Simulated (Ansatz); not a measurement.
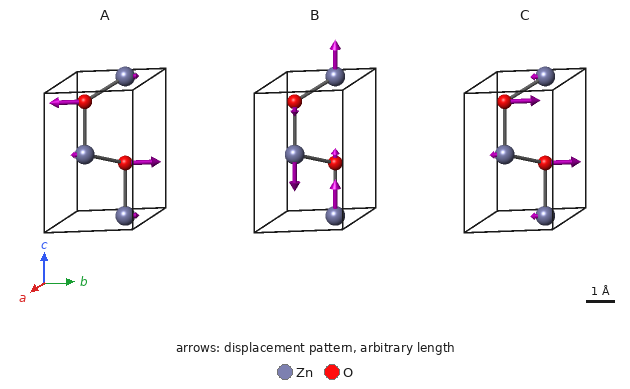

Modes of solid ZnO relaxed at 8 GPa, space group P6₃mc (No. 186), at the zone centre (one member of each degenerate set). The purple arrows are the displacements of the atoms (eigenvector over the root of the mass), of arbitrary overall length and sign. Style: ball-and-stick. Shown: the cell of the calculation, slightly off an axis.

Level of theory: Ansatz 0.2.0, DFT PBE, scalar-relativistic, plane waves, PAW.

Frequencies are those without the non-analytic (LO–TO) term.

### Give the symmetry species and the selection rules of each.

A is E₂, Raman-active by symmetry (439 cm⁻¹). B is B₁, silent by symmetry (neither infrared- nor Raman-active) (257 cm⁻¹). C is E₁, infrared- and Raman-active by symmetry (405 cm⁻¹).
